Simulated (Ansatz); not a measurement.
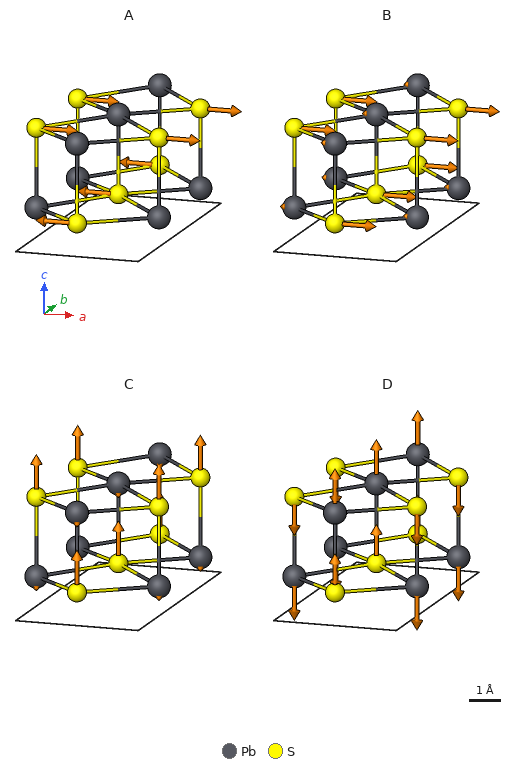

Four optical modes of a free-standing layer of PbS (a generated structure) at the zone centre, in no order (one member of each degenerate set). The orange arrows give the relative displacements of the atoms. A ball-and-stick model of the 1 × 2 repeat of the cell, outlined in the plane, without the vacuum, seen slightly off an axis.

Computed with DFT PBE, scalar-relativistic, plane waves, PAW in Ansatz 0.2.0. Settings: plane-wave cutoff 420 eV; k-point mesh 6 × 6 × 1; occupations fixed; no spin polarisation.

Frequencies are those without the non-analytic (LO–TO) term.

Question: Rank the modes by frequency, softest first.

Answer: B (35 cm⁻¹), D (63 cm⁻¹), A (137 cm⁻¹), C (261 cm⁻¹). B, E_u: The S sublattice moves against the Pb sublattice, along a of the drawn cell; the kinetic energy is shared as S 87 %, Pb 13 %. D, A₁g: All motion is along c of the drawn cell; atoms of one kind move against one another, with no net shift of any sublattice; it mainly bends the Pb–S bonds; the kinetic energy is shared as Pb 89 %, S 11 %. A, E_g: The Pb atoms hardly move; all motion is along a of the drawn cell; atoms of one kind move against one another, with no net shift of their sublattice. C, A₂u: The S sublattice moves against the Pb sublattice, along c of the drawn cell; it stretches the shortest Pb–S bonds (2.69 Å); the kinetic energy is shared as S 87 %, Pb 13 %.
